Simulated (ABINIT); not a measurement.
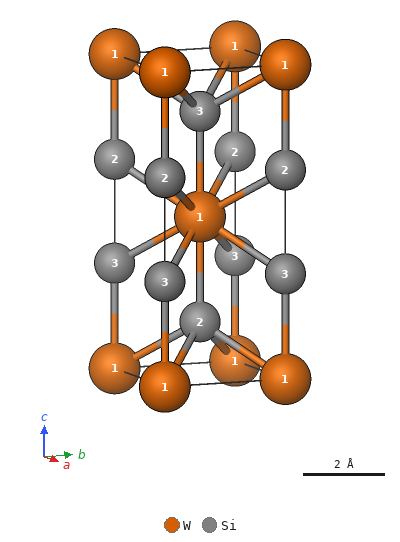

**Figure 1.** The structure (ball-and-stick view of the cell 2 times as large as that of the calculation, set on its symmetry axes, seen slightly off an axis; atoms are numbered from 1 in the order of the input). An atom can appear more than once, as a periodic image.

## Phonon calculation of WSi2 (part 1 of 2)

The run: phonon calculation of WSi2 (3 atoms in the cell). Method and program: Kohn-Sham DFT of a periodic cell, PBE, PseudoDojo NC SR PBE v0.4.1 standard, no spin polarisation (ABINIT 10.8.3).

The structure derives from an entry of the Crystallography Open Database.

The input:
```
# Datasets
ndtset 2

# Pseudopotentials
pp_dirpath "./"
pseudos "W.upf, Si.upf"

# Structure
acell 3*1.0
rprim
    -3.0523103541     3.0523103541     7.4317978533
     3.0523103541    -3.0523103541     7.4317978533
     3.0523103541     3.0523103541    -7.4317978533
ntypat 2
znucl 74 14
natom 3
typat 1 2 2
chkprim 0
chksymtnons 0
tolsym 1.0e-6
xred
            0.0            0.0            0.0
   0.6653264500   0.6653264500            0.0
   0.3346735500   0.3346735500            0.0

# Plane-wave basis
ecut 37.0
ecutsm 0.5

# k points
ngkpt 8 8 8
nshiftk 1
shiftk 0.0 0.0 0.0

# Exchange and correlation
ixc 11

# Bands and occupations
nband 19
occopt 3
tsmear 0.00183747

# SCF cycle
nstep 80

# Output
prteig 0
prtebands 0
prtwf 0
prtden 0
prtpot 0

# Dataset 1: ground state
kptopt1 1
tolvrs1 1.0e-15
prtwf1 1
tolwfr1 1.0e-14
nbdbuf1 4
nline1 6

# Dataset 2: response at q = 0 to atomic displacements
rfphon2 1
rfatpol2 1 3
rfdir2 1 1 1
getwfk2 1
kptopt2 2
nqpt2 1
qpt2 0.0 0.0 0.0
tolvrs2 1.0e-8
```

File mrgddb.in:
```
merged_DDB
Si2W
2
runo_DS1_DDB
runo_DS2_DDB
```

File anaddb.abi:
```
ddb_filepath "merged_DDB"
output_file "anaddb.abo"
outdata_prefix "ana"
asr 1
chneut 0
dipdip 0
dieflag 0
enunit 0
eivec 1
nph1l 1
qph1l 0.0 0.0 0.0 1.0
```

Hardware: 4 threads of AMD EPYC (Zen 3), 32 GiB of memory available, shared host.

Launch command:
```bash
mpirun --bind-to none -np 4 abinit run.abi > log 2>&1
mrgddb < mrgddb.in > mrgddb.log 2>&1
anaddb anaddb.abi > anaddb.log 2>&1
```

The program's output:
```
.Version 10.8.3 of ABINIT
 DATASET    1 : space group I4/m m m (#139); Bravais tI (body-center tetrag.)
================================================================================
 Values of the parameters that define the memory need for DATASET  1.
     intxc =       0    ionmov =       0      iscf =       7    lmnmax =       8
     lnmax =       8     mgfft =      48  mpssoang =       4    mqgrid =    3001
     natom =       3  nloc_mem =       1    nspden =       1   nspinor =       1
    nsppol =       1      nsym =      16    n1xccc =    2501    ntypat =       2
    occopt =       3   xclevel =       2
       mpw =        3005          nfft =      110592          nkpt =          59
================================================================================
================================================================================

 DATASET    2 : space group I4/m m m (#139); Bravais tI (body-center tetrag.)
================================================================================
 Values of the parameters that define the memory need for DATASET  2 (RF).
     intxc =       0      iscf =       7    lmnmax =       8     lnmax =       8
     mgfft =      48  mpssoang =       4    mqgrid =    3001     natom =       3
  nloc_mem =       1    nspden =       1   nspinor =       1    nsppol =       1
      nsym =      16    n1xccc =    2501    ntypat =       2    occopt =       3
   xclevel =       2
      nfft =      110592          nkpt =         260
================================================================================
================================================================================

--------------------------------------------------------------------------------
------------- Echo of variables that govern the present computation ------------
--------------------------------------------------------------------------------
 -outvars: echo values of preprocessed input variables --------
            acell      1.0000000000E+00  1.0000000000E+00  1.0000000000E+00 Bohr
              amu      1.83850000E+02  2.80855000E+01
          chkprim           0
      chksymtnons           0
             ecut      3.70000000E+01 Hartree
           ecutsm      5.00000000E-01 Hartree
           getwfk1          0
           getwfk2          1
                       outvar_i_n : Printing only first  50 k-points.
              ixc          11
           jdtset        1    2
                       outvar_i_n : Printing only first  50 k-points.
           kptopt1          1
           kptopt2          2
         kptrlatt        8    0    0      0    8    0      0    0    8
          kptrlen      4.88369657E+01
            natom           3
            nband1         19
            nband2         19
           nbdbuf1          4
           nbdbuf2          2
           ndtset           2
            ngfft          48      48      48
             nkpt1         59
             nkpt2        260
            nline1          6
            nline2          4
             nqpt1          0
             nqpt2          1
            nstep          80
             nsym          16
           ntypat           2
                       prtocc : prtvol=0, do not print more k-points.
                       prtocc : prtvol=0, do not print more k-points.
           occopt           3
        optdriver1          0
        optdriver2          1
           prtden           0
        prtebands           0
           prteig           0
            prtwf1          1
            prtwf2          0
           rfphon1          0
           rfphon2          1
            rprim     -3.0523103541E+00  3.0523103541E+00  7.4317978533E+00
                       3.0523103541E+00 -3.0523103541E+00  7.4317978533E+00
                       3.0523103541E+00  3.0523103541E+00 -7.4317978533E+00
          spgroup         139
           tolsym      1.00000000E-06
           tolvrs1     1.00000000E-15
           tolvrs2     1.00000000E-08
           tolwfr1     1.00000000E-14
           tolwfr2     0.00000000E+00
           tsmear      1.83747000E-03 Hartree
            typat      1  2  2
                       outvars : Printing only first  50 k-points.
           xangst      0.0000000000E+00  0.0000000000E+00  0.0000000000E+00
                       3.2196144742E-16 -2.2867988391E-16  5.2331093009E+00
                       1.7127665695E-17  2.9794972069E-17  2.6323668137E+00
            xcart      0.0000000000E+00  0.0000000000E+00  0.0000000000E+00
                       6.0841895872E-16 -4.3214235110E-16  9.8891433657E+00
                       3.2366597339E-17  5.6304337139E-17  4.9744523409E+00
             xred      0.0000000000E+00  0.0000000000E+00  0.0000000000E+00
                       6.6532645000E-01  6.6532645000E-01  2.8875931208E-17
                       3.3467355000E-01  3.3467355000E-01  1.4525216015E-17
            znucl       74.00000   14.00000

================================================================================

 chkinp: Checking input parameters for consistency, jdtset=   1.

 chkinp: Checking input parameters for consistency, jdtset=   2.

================================================================================
== DATASET  1 ==================================================================

--- !DatasetInfo
iteration_state: {dtset: 1, }
dimensions: {natom: 3, nkpt: 59, mband: 19, nsppol: 1, nspinor: 1, nspden: 1, mpw: 3005, }
cutoff_energies: {ecut:  37.0, pawecutdg:  -1.0, }
electrons: {nelect:   2.20000000E+01, charge:   0.00000000E+00, occopt:   3.00000000E+00, tsmear:   1.83747000E-03, }
meta: {optdriver: 0, ionmov: 0, optcell: 0, iscf: 7, paral_kgb: 0, }
...

 Exchange-correlation functional for the present dataset will be:
  GGA: Perdew-Burke-Ernzerhof functional - ixc=11
  J.P.Perdew, K.Burke, M.Ernzerhof, PRL 77, 3865 (1996)

 Real(R)+Recip(G) space primitive vectors, cartesian coordinates (Bohr,Bohr^-1):
 R(1)= -3.0523104  3.0523104  7.4317979  G(1)=  0.0000000  0.1638103  0.0672785
 R(2)=  3.0523104 -3.0523104  7.4317979  G(2)=  0.1638103  0.0000000  0.0672785
 R(3)=  3.0523104  3.0523104 -7.4317979  G(3)=  0.1638103  0.1638103  0.0000000
 Unit cell volume ucvol=  2.7695631E+02 bohr^3
 Angles (23,13,12)=  1.38394919E+02  1.38394919E+02  6.02986973E+01 degrees

 getcut: wavevector=  0.0000  0.0000  0.0000  ngfft=  48  48  48
         ecut(hartree)=     37.000   => boxcut(ratio)=   2.03968

--- Pseudopotential description ------------------------------------------------
- pspini: atom type   1  psp file is ./W.upf
  74.00000  14.00000  171031                  znucl, zion, pspdat
12 -101130 3 -1 1396                          pspcod,pspxc,lmax,lloc,mmax
     nproj     2     2     2     2

- pspini: atom type   2  psp file is ./Si.upf
  14.00000   4.00000  171031                  znucl, zion, pspdat
12 -101130 2 -1 1510                          pspcod,pspxc,lmax,lloc,mmax
     nproj     2     2     2     0

   6.68664179E+02                                ecore*ucvol(ha*bohr**3)
--------------------------------------------------------------------------------

================================================================================

--- !BeginCycle
iteration_state: {dtset: 1, }
solver: {iscf: 7, nstep: 80, nline: 6, wfoptalg: 0, }
tolerances: {tolwfr: 1.00E-14, tolvrs: 1.00E-15, }
...

     iter   Etot(hartree)      deltaE(h)  residm     vres2
 ETOT  1  -84.320865927886    -8.432E+01 3.782E-02 3.067E+01
 ETOT  2  -84.350329159288    -2.946E-02 7.068E-07 2.809E+01
 ETOT  3  -84.352441900473    -2.113E-03 3.882E-05 3.384E+00
 ETOT  4  -84.352715140562    -2.732E-04 3.200E-06 3.798E-03
 ETOT  5  -84.352715444241    -3.037E-07 8.826E-09 1.979E-04
 ETOT  6  -84.352715460281    -1.604E-08 2.996E-10 7.689E-07
 ETOT  7  -84.352715460358    -7.711E-11 7.133E-12 1.955E-08
 ETOT  8  -84.352715460360    -2.728E-12 4.125E-14 3.530E-10
 ETOT  9  -84.352715460358     1.890E-12 9.509E-15 1.298E-11
 ETOT 10  -84.352715460361    -2.828E-12 9.811E-15 5.932E-13
 ETOT 11  -84.352715460358     3.382E-12 9.927E-15 1.748E-15
 ETOT 12  -84.352715460359    -1.094E-12 9.932E-15 3.795E-17

 At SCF step   12  max residual=  9.93E-15 < tolwfr=  1.00E-14 AND vres2   =  3.79E-17 < tolvrs=  1.00E-15 =>converged.

 Cartesian components of stress tensor (hartree/bohr^3)
  sigma(1 1)= -4.62351352E-07  sigma(3 2)=  0.00000000E+00
  sigma(2 2)= -4.62351352E-07  sigma(3 1)=  0.00000000E+00
  sigma(3 3)=  2.50661195E-06  sigma(2 1)=  0.00000000E+00

--- !ResultsGS
iteration_state: {dtset: 1, }
comment   : Summary of ground state results
lattice_vectors:
- [ -3.0523104,   3.0523104,   7.4317979, ]
- [  3.0523104,  -3.0523104,   7.4317979, ]
- [  3.0523104,   3.0523104,  -7.4317979, ]
lattice_lengths: [   8.59446,    8.59446,    8.59446, ]
lattice_angles: [138.395, 138.395,  60.299, ] # degrees, (23, 13, 12)
lattice_volume:   2.7695631E+02
convergence: {deltae: -1.094E-12, res2:  3.795E-17, residm:  9.932E-15, diffor: null, }
etotal    :  -8.43527155E+01
entropy   :   0.00000000E+00
fermie    :   4.90985547E-01
cartesian_stress_tensor: # hartree/bohr^3
- [ -4.62351352E-07,   0.00000000E+00,   0.00000000E+00, ]
- [  0.00000000E+00,  -4.62351352E-07,   0.00000000E+00, ]
- [  0.00000000E+00,   0.00000000E+00,   2.50661195E-06, ]
pressure_GPa:  -1.5514E-02
xred      :
- [  0.0000E+00,   0.0000E+00,   0.0000E+00,  W]
- [  6.6533E-01,   6.6533E-01,   2.8876E-17, Si]
- [  3.3467E-01,   3.3467E-01,   1.4525E-17, Si]
cartesian_forces: # hartree/bohr
- [ -5.61043414E-21,  -2.36804703E-20,   1.80700362E-20, ]
- [  1.62236072E-20,   5.23636796E-20,  -2.69055756E-04, ]
- [ -1.06131731E-20,  -2.86832093E-20,   2.69055756E-04, ]
force_length_stats: {min:   3.03111837E-20, max:   2.69055756E-04, mean:   1.79370504E-04, }
...

 Integrated electronic density in atomic spheres:
 ------------------------------------------------
 Atom  Sphere_radius  Integrated_density
    1        2.00000         10.22198604
    2        2.00000          1.77794217
    3        2.00000          1.77794217
================================================================================

 ----iterations are completed or convergence reached----

 Mean square residual over all n,k,spin=   13.649E-16; max=  99.322E-16
 reduced coordinates (array xred) for    3 atoms
       0.000000000000      0.000000000000      0.000000000000
       0.665326450000      0.665326450000      0.000000000000
       0.334673550000      0.334673550000      0.000000000000
 rms dE/dt=  1.6326E-03; max dE/dt=  1.9996E-03; dE/dt below (all hartree)
    1       0.000000000000      0.000000000000      0.000000000000
    2       0.001999567988      0.001999567988     -0.001999567988
    3      -0.001999567988     -0.001999567988      0.001999567988
```
